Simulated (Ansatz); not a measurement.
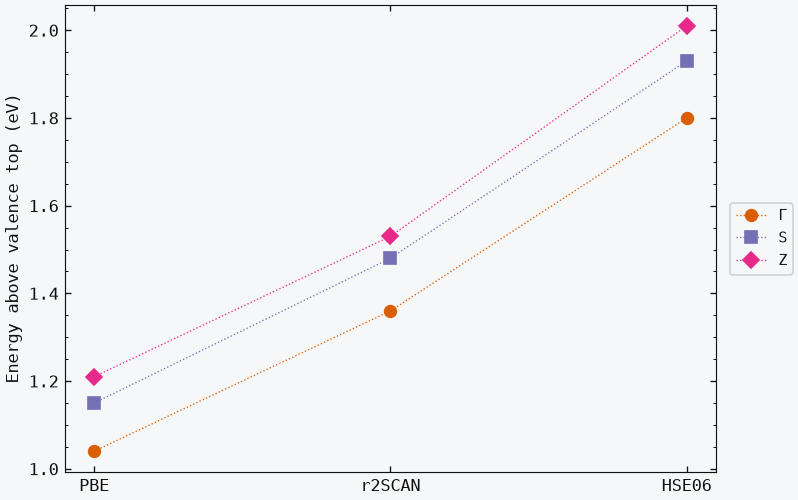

Lowest conduction level at each named k point, counted from the valence-band top at Γ, by several methods on one cell of BaZrS3, space group Pnma, 20 atoms in the cell, relaxed with r2SCAN; a = 7.13 Å, b = 10.03 Å, c = 7.04 Å, α = 90.00°, β = 90.00°, γ = 90.00°. All runs are without spin-orbit coupling and carry no moments. In reduced coordinates of the cell that was run, S is (0.5, 0, 0.5) and Z is (0, 0.5, 0).

| method | program | Γ (eV) | S (eV) | Z (eV) |
| --- | --- | --- | --- | --- |
| PBE | Ansatz | 1.04 | 1.15 | 1.21 |
| r2SCAN | Ansatz | 1.36 | 1.48 | 1.53 |
| HSE06 | Ansatz | 1.80 | 1.93 | 2.01 |

**What does PBE0 give? It was run as: PBE0, Ansatz PAW set, 2×2×2 k mesh, 420 eV cutoff, fixed occupations (Ansatz).**

PBE0 keeps the long-range exact exchange that HSE06 screens off, so it lies above HSE06, here by 0.67 eV at Γ. PBE0 gives 2.47 eV at Γ, 2.60 eV at S and 2.70 eV at Z, which is +1.43 eV from PBE at Γ.

**Does PBE0 shift these levels rigidly from PBE?**

The shifts are +1.43 eV at Γ, +1.45 eV at S and +1.49 eV at Z, and at points that aren't plotted +1.55 eV (X), +1.60 eV (U), +1.53 eV (Y), +1.61 eV (T) and +1.55 eV (R): over the named points that both runs hold, a spread of 0.18 eV on a mean of 1.53 eV, so one shift describes them well.

**How do the methods rank at Γ?**

From low to high: PBE 1.04, r2SCAN 1.36, HSE06 1.80, PBE0 2.47 eV.

Settings. PBE: Ansatz PAW set, 4×4×4 k mesh, 420 eV cutoff, Fermi-Dirac smearing of 0.02 eV (Ansatz). r2SCAN: Ansatz PAW set, 4×4×4 k mesh, 500 eV cutoff, fixed occupations (Ansatz 0.2.0). HSE06: Ansatz PAW set, 2×2×2 k mesh, 420 eV cutoff, fixed occupations (Ansatz 0.2.0).

The cell comes from a database of computed structures, and whether it is the stable form of this composition wasn't checked. r2SCAN, HSE06 and PBE0: the PAW data sets were made with another functional. LDA, GGA and most meta-GGA functionals understate gaps. HSE06 and PBE0: the k mesh is coarse, so the values aren't converged, least of all with exact exchange. In reduced coordinates of the cell that was run, X is (0, 0, 0.5), U is (0, 0.5, 0.5), Y is (0.5, 0, 0), T is (0.5, 0.5, 0) and R is (0.5, 0.5, 0.5).
